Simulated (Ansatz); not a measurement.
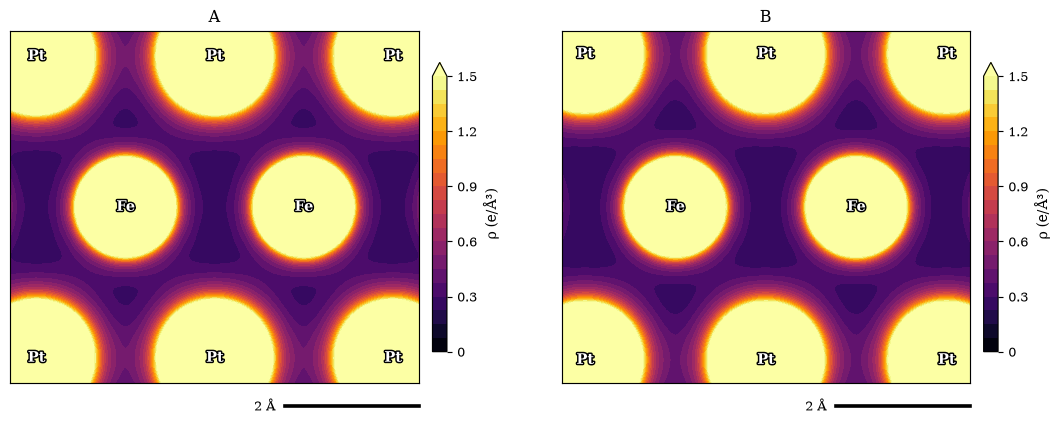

FePt. The valence charge density (pseudo) of two cells that differ in size, on the (101̄) plane of each (indices in the axes of the calculation cell), at one length scale and on one colour scale; one has 13.0 and the other 13.5 Å³ an atom.

Level of theory: Ansatz, Kohn-Sham DFT of a periodic cell, BLYP, Ansatz PAW.

The density is the valence pseudo-density of a PAW calculation; it isn't the true density close to the nuclei.

Which panel shows the smaller cell, and what does the compression change?

Panel A is the smaller cell, by 4 % in volume. From the larger cell to the smaller, Fe–Fe goes from 2.71 to 2.67 Å, and the density at its midpoint from 0.24 to 0.25 e/Å³; Pt–Pt goes from 2.71 to 2.67 Å, and the density at its midpoint from 0.43 to 0.46 e/Å³; Fe–Pt goes from 2.66 to 2.62 Å, and the density at its midpoint from 0.36 to 0.39 e/Å³; the pressure goes from 19 to 32 GPa.
